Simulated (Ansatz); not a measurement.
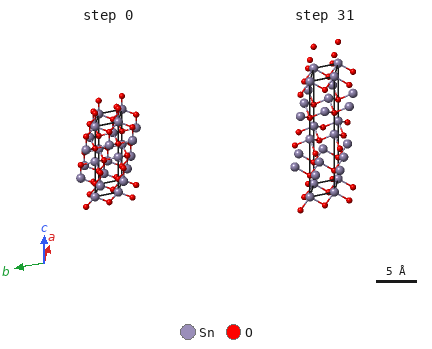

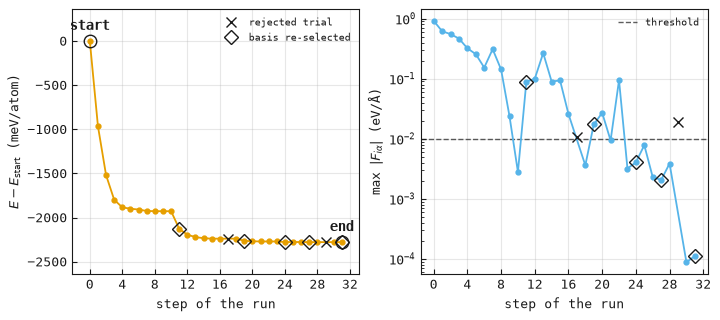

First and last geometry of a relaxation of crystalline SnO (built on the 4H polytype type), with the history of the run. A ball-and-stick model of the cell of the calculation, seen from a free direction.

These are results of DFT, PBEsol, plane waves, PAW in Ansatz 0.2.0, not measurements. Settings: plane-wave cutoff 420 eV; k-point mesh 9 × 9 × 2; occupations fermi dirac; smearing width 0.03 eV; no spin polarisation; cell and atoms relaxed; force threshold 0.01 eV/Å; at most 120 steps.

What do the curves and the structures tell?

It converged. The largest moves relative to the cell, 0.020 Å, are those of Sn and O atoms. By element the largest moves are O 0.020 Å, Sn 0.020 Å. The volume changes by +81.5 %, with a = b 3.130 → 3.289 Å (+5.1 %), c 10.223 → 16.800 Å (+64.3 %). Near-neighbour distances that change, for instance: O–Sn 1.917 → 3.142 Å, O–Sn 1.917 → 3.110 Å, O–Sn 1.917 → 2.182 Å. Bonds break, among them: O–Sn (1.92 → 3.11 Å), O–Sn (1.92 → 3.14 Å). Among the angles between lasting bonds that change: Sn–O–Sn 109.5° → 97.8°, O–Sn–O 109.5° → 97.8°. The space group stays P6_3mc (No. 186). The energy falls by 2279 meV per atom in 24 accepted moves (31 points after the start). The largest force component goes from 0.92 to 0.00011 eV/Å. Pressure: 132.64 GPa at the start and 0.00 GPa at the end. The line search rejected the trial steps at points 17, 29 of the run. At 5 points the geometry stayed and the basis and grid were re-selected for the new cell (energy shift of 199 meV per atom at most each time). Cost: 110 s on 4 threads of Arm Neoverse V2, with other jobs on the host, peak memory 0.55 GiB.
